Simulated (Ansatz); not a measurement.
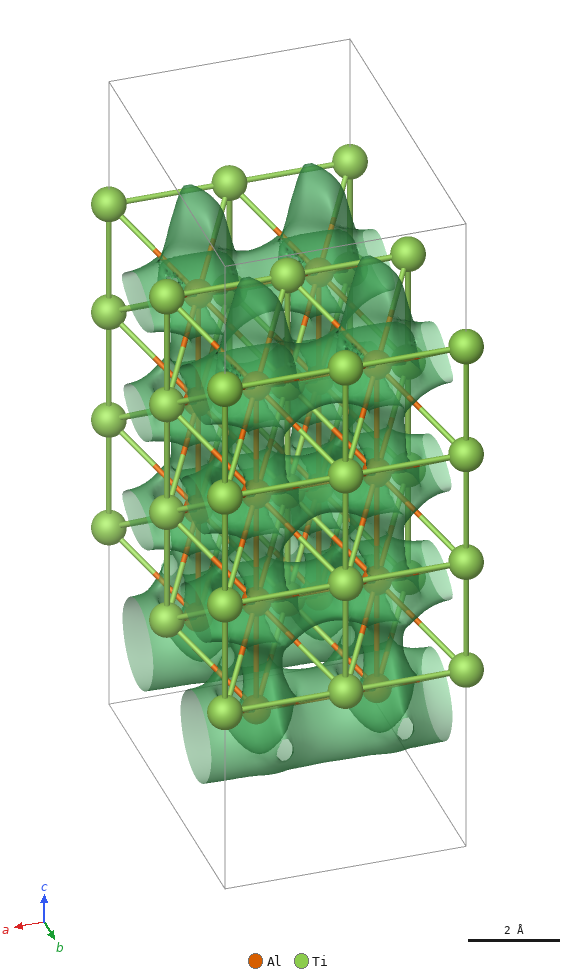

*TiAl (slab). Isosurface of the ELF at 0.6 (green), seen at an oblique angle. Core shells and regions of very low density are left out. Sticks mark near contacts.*

Not relaxed (largest force 0.7 eV/Å); computed without spin polarisation.

Theory: DFT r2SCAN, scalar-relativistic, plane waves, PAW in Ansatz 0.2.0.

In a PAW calculation such maps are meaningful between the atoms, not at the nuclei.

```yaml
crystal:
  lattice:
    - [2.81056, 0.00000, 0.00000]
    - [0.00000, 4.06500, 0.00000]
    - [0.00000, 0.00000, 24.83697]
  atoms:
    - { symbol: Al, position: [0.50000, 0.50000, 0.30197] }
    - { symbol: Ti, position: [0.00000, 0.00000, 0.35855] }
    - { symbol: Al, position: [0.50000, 0.50000, 0.41513] }
    - { symbol: Ti, position: [0.00000, 0.00000, 0.47171] }
    - { symbol: Al, position: [0.50000, 0.50000, 0.52829] }
    - { symbol: Ti, position: [0.00000, 0.00000, 0.58487] }
    - { symbol: Al, position: [0.50000, 0.50000, 0.64145] }
    - { symbol: Ti, position: [0.00000, 0.00000, 0.69803] }
```

Q: Identify the bonds, lone pairs and shells in this picture.

A: The ELF exceeds this value in sheets that run through the cell in two directions, counted in one cell of 8 atoms. Counts are for one cell; the picture repeats the cell along the surface. Along the contacts the grid gives the following. Ti–Ti (2.81 Å): the ELF is about 0.35 at the midpoint. Al–Al (2.81 Å): the ELF peaks at about 0.70 between the atoms.
